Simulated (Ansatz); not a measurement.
## Ni: 6 runs along one coordinate

System: Ni (Pm-3m, 2 atoms in the cell).
Method: DFT, RPBE, plane waves (420 eV) with PAW, scalar-relativistic, spin-polarised (Ansatz 0.2.0).

The 6 runs differ only in the geometry, by an even scaling of the cell at fixed fractional positions.

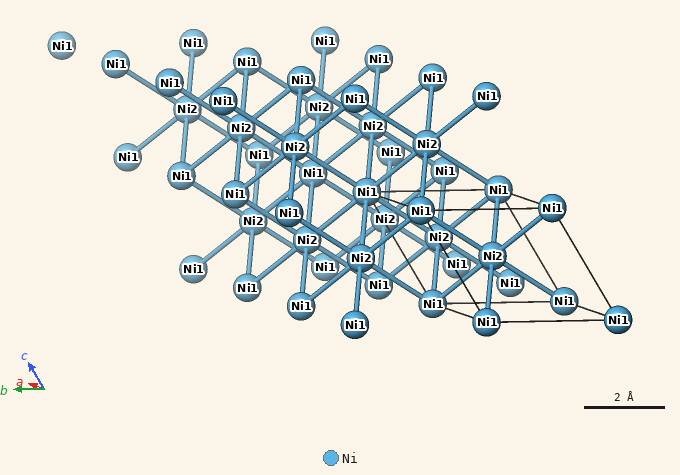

Figure 1. The structure of run 4 (ball-and-stick view of the cell of the calculation, repeated 3 × 2 × 2, seen at an oblique angle; atoms are numbered from 1 in the order of the input).

### Input of run 4
```yaml
crystal:
  lattice:
    - [0.0, 2.3492709365, 2.3492709365]
    - [2.3492709365, 0.0, 2.3492709365]
    - [2.3492709365, 2.3492709365, 0.0]
  atoms:
    - { symbol: Ni, position: [0.0, 0.0, 0.0], spin: -0.65 }
    - { symbol: Ni, position: [0.5, 0.5, 0.5], spin: -0.65 }
hamiltonian:
  xc: rpbe
  pseudopotentials:
    kind: paw
    azcp:
      Ni: "pseudopotentials/Ni.paw.azcp"
basis:
  ecutwfc: 420
  fft_grid_basis: typed
kpoints:
  mp_grid: { grid: [13, 13, 13], shift: [0, 0, 0] }
magnetization:
  spin_polarized: true
scf:
  occupations: { method: fermi_dirac, width: 0.05 }
  lower_state_search: "off"
output:
  stress: true
```

Run 2 differs from it as follows:
```diff
-    - [0.0, 2.3492709365, 2.3492709365]
-    - [2.3492709365, 0.0, 2.3492709365]
-    - [2.3492709365, 2.3492709365, 0.0]
+    - [0.0, 2.2848746626, 2.2848746626]
+    - [2.2848746626, 0.0, 2.2848746626]
+    - [2.2848746626, 2.2848746626, 0.0]
```

### Results, with one run withheld

```tsv
run	volume per atom (Å³)	free energy per atom, from the lowest run given (meV)	pressure (GPa)
1	11.410	107.07	23.72
2	11.929	?	?
3	12.447	12.46	6.87
4	12.966	0.00	1.08
5	14.003	20.39	−6.65
6	14.522	46.69	−9.53
```

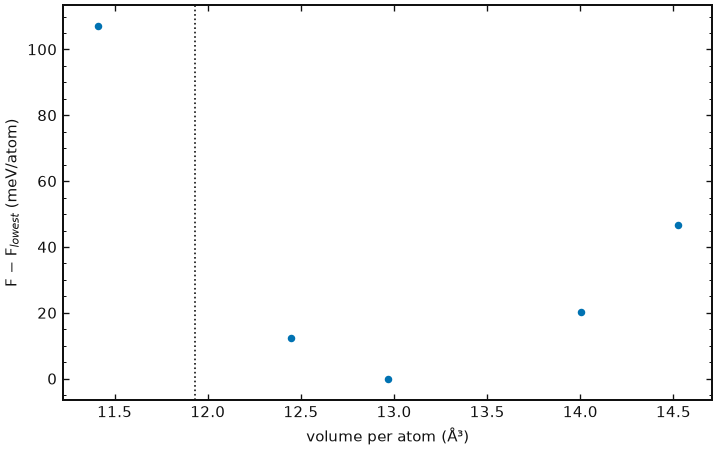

Figure 2. Free energy per atom of the runs given; the dotted line marks run 2.

Fit the runs given and predict run 2.

A cubic polynomial in V^(−2/3) (the Birch–Murnaghan form), fitted to the 5 runs given, misses them by at most 0.01 meV per atom. With x = V^(−2/3) − 0.18096 Å⁻², it reads F = −0.16634 + 586.41 x + 3.4248e+05 x² + 1.4027e+06 x³ (meV per atom). At run 2 it gives 46.05 meV per atom, and the run itself gives 46.19. The slope of the fit gives a pressure −dF/dV of 14.25 GPa there, and the run prints 14.27 GPa. The fit has its minimum at 13.084 Å³ per atom, where V d²F/dV² gives 120 GPa: the bulk modulus at this level, since symmetry fixes the shape and the positions.

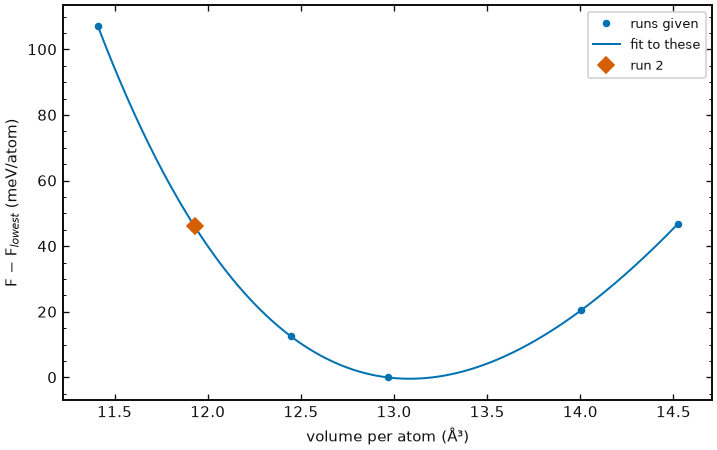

Figure 3. The fit and the withheld run.

### Output, shortened to warnings, some set-up lines, iterations and results (run 2)
```
Basis set: ecut = 420 eV, 459 PW (Γ)
Symmetry: 96 space group operations
k-points: 84 of 2197
Initial density: superposition of atomic densities (chi_scale 0.1, normalization cell)
[...]
SCF iter   1: F=—  HF=-11688.166182 eV  |F-HF|=—  |Δ(HF+E_count)|=         —  Δρ=5.06e-2 (↑5.06e-2 ↓4.34e-2)  dr2=1.19e0  dr2_m=1.10e-2  M=-1.052 μB ∫|m|=1.057 μB  β_m=0.30  …
SCF iter   2: F=—  HF=-11688.049544 eV  |F-HF|=—  |Δ(HF+E_count)|=   1.17e-1  Δρ=1.46e-2 (↑1.46e-2 ↓1.42e-2)  dr2=1.19e-1  dr2_m=4.84e-3  M=-1.057 μB ∫|m|=1.075 μB  β_m=0.30  …
SCF iter   3: F=—  HF=-11688.038099 eV  |F-HF|=—  |Δ(HF+E_count)|=   1.14e-2  Δρ=9.21e-3 (↑9.20e-3 ↓9.21e-3)  dr2=5.39e-2  dr2_m=2.74e-3  M=-1.049 μB ∫|m|=1.076 μB  β_m=0.30  …
SCF iter   4: F=—  HF=-11688.004643 eV  |F-HF|=—  |Δ(HF+E_count)|=   3.35e-2  Δρ=8.24e-3 (↑8.24e-3 ↓6.52e-3)  dr2=1.66e-2  dr2_m=1.40e-3  M=-1.053 μB ∫|m|=1.087 μB  β_m=1.00  …
SCF iter   5: F=—  HF=-11688.018227 eV  |F-HF|=—  |Δ(HF+E_count)|=   1.36e-2  Δρ=5.73e-3 (↑5.73e-3 ↓4.67e-3)  dr2=1.05e-2  dr2_m=8.82e-5  M=-1.039 μB ∫|m|=1.096 μB  β_m=1.00  …
[... 10 lines ...]
SCF iter  16: F=—  HF=-11688.024878 eV  |F-HF|=—  |Δ(HF+E_count)|=   2.70e-6  Δρ=1.96e-4 (↑1.95e-4 ↓1.96e-4)  dr2=1.92e-10  dr2_m=8.38e-6  M=-1.023 μB ∫|m|=1.088 μB  β_m=0.30 …
SCF iter  17: F=—  HF=-11688.024883 eV  |F-HF|=—  |Δ(HF+E_count)|=   4.59e-6  Δρ=1.30e-4 (↑1.29e-4 ↓1.30e-4)  dr2=3.74e-9  dr2_m=3.65e-6  M=-1.021 μB ∫|m|=1.086 μB  β_m=0.70  …
SCF iter  18: F=-11688.024884 eV  HF=-11688.024884 eV  |F-HF|=1.14e-8  |Δ(HF+E_count)|=   1.60e-6  Δρ=1.62e-5 (↑1.62e-5 ↓1.43e-5)  dr2=6.34e-9  dr2_m=4.13e-8  M=-1.019 μB …
SCF iter  19: F=-11688.024884 eV  HF=-11688.024884 eV  |F-HF|=3.55e-8  |Δ(HF+E_count)|=   2.88e-8  Δρ=9.65e-6 (↑9.65e-6 ↓7.61e-6)  dr2=3.44e-8  dr2_m=1.61e-9  M=-1.018 μB …
SCF 1 converged in 19 iterations: F = -11688.024884 eV  dr2 = 3.44e-8
SCF converged after 19 iterations
Magnetization: -1.0184 μB (17.4908 up, 18.5092 down)
Absolute magnetization: 1.0832 μB (∫|ρ↑−ρ↓|, with the PAW one-centre terms)
Spin contamination: 0.0051 ħ² per cell (⟨S²⟩ above its minimum at these occupations)
Per-site moments (μB) at R_I (Å): [(-0.5225382338650173, 0.9425107983225001), (-0.5225382338650173, 0.9425107983225001)]
Free energy (F): -11688.024884 eV
Harris-Foulkes:  -11688.024884 eV  (|F-HF|=3.55e-8)
Internal energy: -11687.995911 eV  (E = F + TS)
E sigma→0 (E₀):  -11688.010398 eV
Entropy (-TS):   -0.028973 eV (-14.487 meV/atom)
Fermi energy:    16.312312 eV
--- Per-component energies (eV) ---
  E_band       = -631.173132
  E_kinetic    = 566.199926
  E_local      = -7390.228289  (includes V_loc(G=0)·N_el)
  E_nonlocal   = 1277.328392
  E_hartree    = 3095.990483
  E_xc         = -168.570317
  E_vxc        = -217.025790  (∫ρ·V_xc dr)
  E_paw        = -3275.151287  (= ΣΔE_a)
  E_vpaw       = -1059.408668  (= ΣTr[D̂ρ^β])
  E_aug_tail   = 0.001051  (compensation charges beyond the density's cutoff)
  E_ewald      = -5793.477179
  E_core_change = -0.088691  (= ΣΔE_core)
  E_smearing   = -0.028973  (= −TS)
  E_closure    = 0.000000  (closes the sum)
  Σ components = -11688.024884   (vs F -11688.024884, Δ=0.00e0)
--- Stress (GPa, compression-positive) ---
       14.274998       0.000000       0.000000
       -0.000000      14.274998      -0.000000
       -0.000000       0.000000      14.274998
  P = ⅓ Tr σ = 14.2750 GPa (142.750 kbar)
```
